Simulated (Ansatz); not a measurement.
Input file:

```
crystal:
  lattice:
    - [0.0, 1.8075, 1.8075]
    - [1.8075, 0.0, 1.8075]
    - [1.8075, 1.8075, 0.0]
  atoms:
    - { symbol: Cu, position: [0.0, 0.0, 0.0] }
basis:
  ecutwfc: 420
kpoints:
  mp_grid: { grid: [20, 20, 20] }
hamiltonian:
  xc: pbe
scf:
  occupations: { method: gaussian, width: 0.1 }
output:
  forces: true
  stress: true
  eigenvalues: true
  write_density: true
  write_potential: true
  elf: true
  volumetric_format: npy
relax:
  adjacent_minimum: "off"
  f_tol: 0.005
  max_steps: 80
  cell: { stress_tol: 0.05 }
```

Run with:

```sh
ansatz run input.yaml --threads 8 --pin off --max-ram 20480MiB --backend cpu --events-out ev --progress --plain --runs-dir out
```

Below, planes, directions and counts refer to the conventional cell (a = 3.63 Å, b = 3.63 Å, c = 3.63 Å, α = 90.00°, β = 90.00°, γ = 90.00°).

The fields are those of the relaxed geometry.

Space group Fm-3m; computed without spin polarisation.

Theory: Ansatz, DFT PBE, scalar-relativistic, plane waves, PAW.

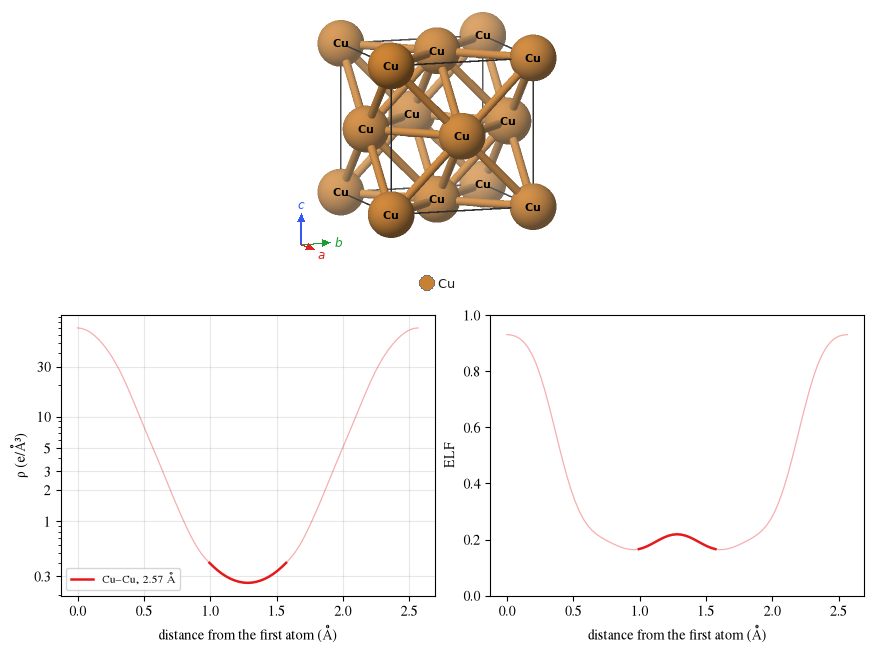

Cu. Valence charge density (pseudo) and electron localisation function along straight lines between neighbouring atoms. Thin, pale parts lie inside the atomic spheres. The structure is drawn too.

In a PAW calculation such maps are meaningful between the atoms, not at the nuclei.

### What can be read from the curves?

Cu–Cu (2.57 Å): ρ at the midpoint is about 0.26 e/Å³; the ELF is about 0.20 at the midpoint; no localised pair shows between them.
